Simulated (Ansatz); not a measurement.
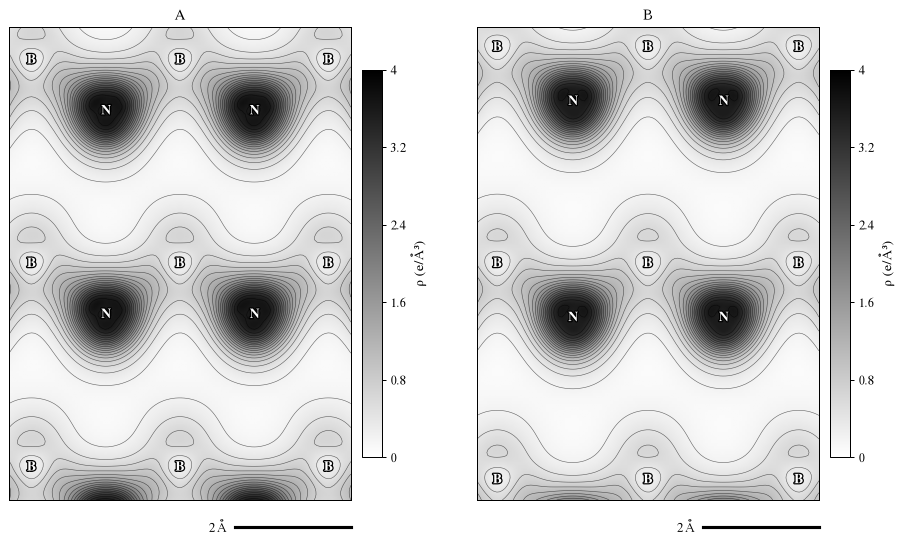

BN. The valence electron density of two cells that differ in size and shape, on the (101̄) plane of each (indices in the axes of the calculation cell), at one length scale and on one colour scale: B has 6.3 Å³ an atom and A 5.8.

Space group I-4m2; a structure from a database of computed crystals, not necessarily the ambient phase.

Level of theory: DFT r2SCAN, scalar-relativistic, plane waves, PAW in Ansatz.

In a PAW calculation such maps are meaningful between the atoms, not at the nuclei.

The larger cell:

```cif
data_structure
_symmetry_space_group_name_H-M 'P 1'
_symmetry_Int_Tables_number 1
_cell_length_a 2.6027
_cell_length_b 2.6027
_cell_length_c 2.6409
_cell_angle_alpha 59.514
_cell_angle_beta 59.514
_cell_angle_gamma 60.973
_cell_volume 12.64
loop_
_atom_site_label
_atom_site_type_symbol
_atom_site_fract_x
_atom_site_fract_y
_atom_site_fract_z
_atom_site_occupancy
B1 B 0.00000 0.00000 0.00000 1
N1 N 0.75000 0.75000 0.75000 1
```

The smaller cell: a = 2.565 Å, b = 2.565 Å, c = 2.487 Å, α = 61.00°, β = 61.00°, γ = 58.00°.

Question: What changes from the larger cell to the smaller?

Answer: From the larger cell to the smaller, B–N goes from 1.60 to 1.56 Å, and the density at its midpoint from 1.3 to 1.5 e/Å³; the pressure goes from −25 to 7 GPa; the Kohn–Sham gap goes from 4.4 eV to 4.5 eV.
